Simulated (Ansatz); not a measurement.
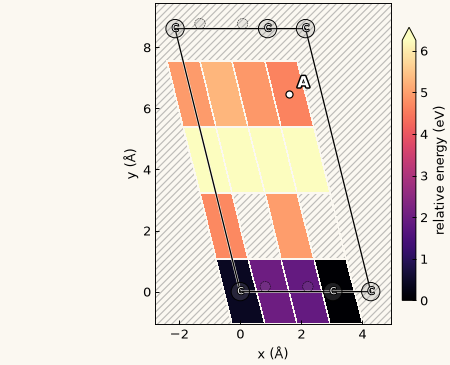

C on a C(111) slab cut from the P6/mmm phase, its upper half relaxed before the scan (20 atoms of substrate and one adsorbate in a 2 × 1 cell). 
- C is moved over the surface cell; relaxed at each place: the height of the adsorbate's atoms; substrate rigid; the origin of the map has the adsorbate above C17.
- Places are given modulo a cell vector. The map is drawn in real space over the plane of the surface.
- The scan uses a 4 × 4 grid. At 2 points there is no value.
- Places are given in fractions of the 1 × 1 surface cell.
- Energies are in eV, from the lowest grid point.
- At some places the adsorbate sinks to or below the level of the top layer.
- Computed with Ansatz, DFT PBE, scalar-relativistic, plane waves, PAW. Settings: cutoff 420 eV, k-mesh 4×3×1, gaussian smearing 0.1 eV, no spin polarisation.

The picture shows one coloured cell a grid point, labelled circles for the atoms of the top layer and small ones for the second layer, the outline of one cell of the plane, one colour for all values above the top of the scale, hatched blanks where no value was computed, the point A.

Q: Is A at rest? If not, where is it pushed?

A: A, at (3/4, 3/4) of the cell vectors, is not a stationary point. The computed force is 3.4 eV/Å in the plane, pointing up in the picture (components −0.1 and 3.4 eV/Å).

PAW datasets: the set soft_1.
